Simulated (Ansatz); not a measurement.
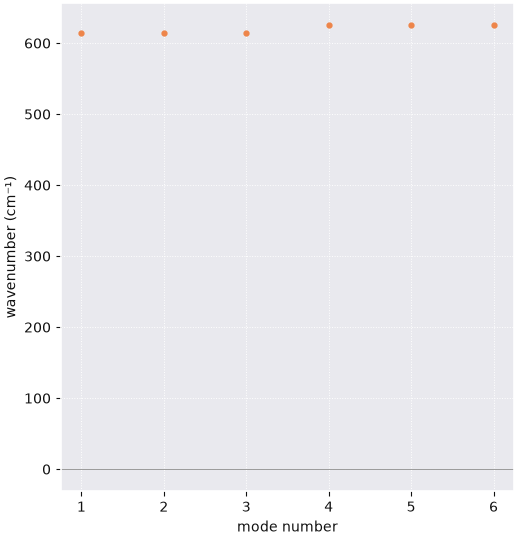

Figure. Zone-centre optical phonon frequencies (the three acoustic modes are left out) for Li₂S, space group Fm-3m (No. 225).

No frequency is imaginary, so the structure is stable to these displacements (zone-boundary modes weren't tested here). The highest mode lies at 624.9 cm⁻¹ (without the field of polar modes). The optical modes lie at 613.6 (×3), 624.9 (×3) cm⁻¹.

Method: harmonic phonon frequencies at the zone centre with atoms at rest in the given cell, without the long-range term of polar modes, the three translations left out, imaginary frequencies are negative; plane waves with PAW datasets, Γ-centred k mesh (Ansatz 0.2.0). Level: PBE, no spin polarisation.

| setting | value |
| --- | --- |
| wave cutoff | 420 eV |
| k mesh | 8×8×8 |
| occupations | fixed |
| pressure | 40 GPa |
| phonon method | linear response |

The given structure:
```
CELL_PARAMETERS angstrom
0.00000 2.47178 2.47178
2.47178 0.00000 2.47178
2.47178 2.47178 0.00000
ATOMIC_POSITIONS crystal
Li 0.25000 0.25000 0.25000
Li 0.75000 0.75000 0.75000
S 0.00000 0.00000 0.00000
```
